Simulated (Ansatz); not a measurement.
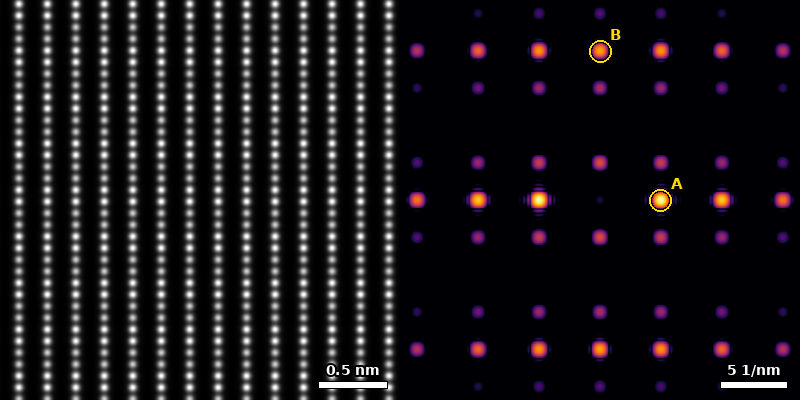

Dark-field STEM-like image of NiGe (Fd-3m, No. 227) along [211]. Simulated incoherent Z contrast: every atom adds Z^1.7 spread by a probe of 0.50 Å full width; channelling and multiple scattering are left out. The probe carries 25 % of its weight in a tail 2.5 times as wide. Model: the end point of a relaxation with DFT PBE, scalar-relativistic, plane waves, PAW (Ansatz 0.2.0); the starting structure was generated, so it need not be a known form of this composition.

The right panel is the modulus of the image's Fourier transform on a logarithmic scale.

a = 6.039 Å, b = 6.039 Å, c = 6.039 Å, α = 90.00°, β = 90.00°, γ = 90.00°

### Index the marked spots and give their plane spacings (the zone axis points at the viewer; indices equivalent by symmetry, or all signs reversed, are as good).

A: (0 -2 2), d = 2.13 Å; B: (4 -4 -4), d = 0.87 Å. A and B enclose 90°, and every spot obeys the zone law hu + kv + lw = 0 for [211].
